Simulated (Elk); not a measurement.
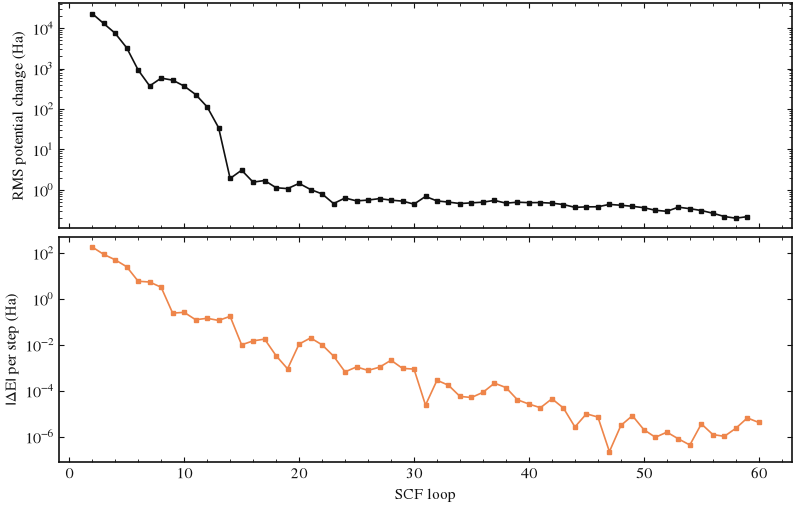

The plot shows the SCF loops of a calculation: RMS potential change, step-to-step change of the total energy. The target for the potential change is 10⁻⁶ Ha, and the program also tests an averaged energy change.

CsBr (Pm-3m, 2 atoms in the cell); Elk 11.2.3, patched build, DFT, TB-mBJ exchange potential with LDA correlation, all-electron APW+lo, Dirac cores, scalar-relativistic bands; R·Gmax 7, smearing of 0.014 eV, 4×4×4 k-mesh.

### How did this run end?

Not converged after 60 loops. The potential change stalls around 0.5 from about step 22 on.

### Read the potential change at the first and at the last step drawn.

It starts near 2 × 10⁴ and ends near 0.2 Ha.
